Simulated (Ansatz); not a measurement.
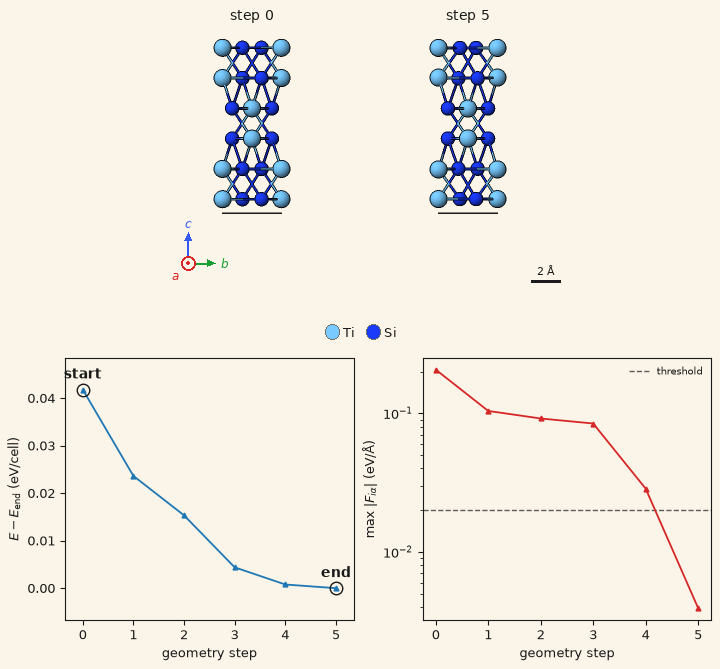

First and last geometry of a relaxation of a slab of composition TiSi2 (cut from the Fddd phase), with the history of the run. Style: ball-and-stick. Shown: the 2 × 1 repeat of the cell, outlined in the plane, without the vacuum, along the a axis.

Case: (0 0 1) slab, atoms relaxed. The slab is the (0 0 1) face of TiSi2.

Computed with DFT r2SCAN, scalar-relativistic, plane waves, PAW in Ansatz 0.2.0.

The input:
```yaml
crystal:
  lattice:
    - [4.759736263, 0.0, 0.0]
    - [-2.3588725772, 4.1341032229, 0.0]
    - [0.0, 0.0, 25.6452772379]
  atoms:
    - { symbol: Ti, position: [0.5, 0.0, 0.2924515079] }
    - { symbol: Si, position: [0.1626699719, 0.3373300281, 0.2924515079] }
    - { symbol: Si, position: [0.8373300281, 0.6626699719, 0.2924515079] }
    - { symbol: Ti, position: [0.0, 0.0, 0.3754709048] }
    - { symbol: Si, position: [0.3373300281, 0.6626699719, 0.3754709048] }
    - { symbol: Si, position: [0.6626699719, 0.3373300281, 0.3754709048] }
    - { symbol: Ti, position: [0.0, 0.5, 0.4584903016] }
    - { symbol: Si, position: [0.6626699719, 0.8373300281, 0.4584903016] }
    - { symbol: Si, position: [0.3373300281, 0.1626699719, 0.4584903016] }
    - { symbol: Ti, position: [0.5, 0.5, 0.5415096984] }
    - { symbol: Si, position: [0.8373300281, 0.1626699719, 0.5415096984] }
    - { symbol: Si, position: [0.1626699719, 0.8373300281, 0.5415096984] }
    - { symbol: Ti, position: [0.5, 0.0, 0.6245290952] }
    - { symbol: Si, position: [0.1626699719, 0.3373300281, 0.6245290952] }
    - { symbol: Si, position: [0.8373300281, 0.6626699719, 0.6245290952] }
    - { symbol: Ti, position: [0.0, 0.0, 0.7075484921] }
    - { symbol: Si, position: [0.3373300281, 0.6626699719, 0.7075484921] }
    - { symbol: Si, position: [0.6626699719, 0.3373300281, 0.7075484921] }
basis:
  ecutwfc: 500
kpoints:
  mp_grid: { grid: [8, 8, 1] }
hamiltonian:
  xc: r2scan
scf:
  occupations: { method: gaussian, width: 0.1 }
output:
  forces: true
  eigenvalues: true
  write_density: true
  write_potential: true
  elf: true
  volumetric_format: npy
relax:
  adjacent_minimum: "off"
  f_tol: 0.02
  max_steps: 60
efield:
  axis: 3
  dipole_correction: true
  ramp_width: 0.04
```

Launched with:
```bash
ansatz run input.yaml --threads 2 --pin off --max-ram 5120MiB --backend cpu --events-out ev --progress --plain --runs-dir out
```

Question: Did the run converge, and what did it change?

Answer: It converged. The energy falls by 41.8 meV per cell of the calculation in 5 geometry steps. The largest force component goes from 0.21 to 0.0039 eV/Å. The largest moves relative to the layer's centre, 0.10 Å, are those of Si2, Si3, Si17 and Si18. Si2 goes at 83° to the normal (+c side). By element the largest moves are Si 0.10 Å, Ti 0.03 Å. The cell stays as it was. Some distances before and after: Ti16–Si17 2.740 → 2.637 Å, Si17–Si18 2.678 → 2.583 Å, Si17–Si18 (another image) 2.789 → 2.695 Å, Ti16–Si17 (another image) 2.740 → 2.794 Å. Bond angles that change, for instance: Ti1–Si2–Si3 180.0° → 174.2°, Ti1–Si2–Si3 60.7° → 64.7°, Ti1–Si2–Ti1 119.3° → 115.7°.
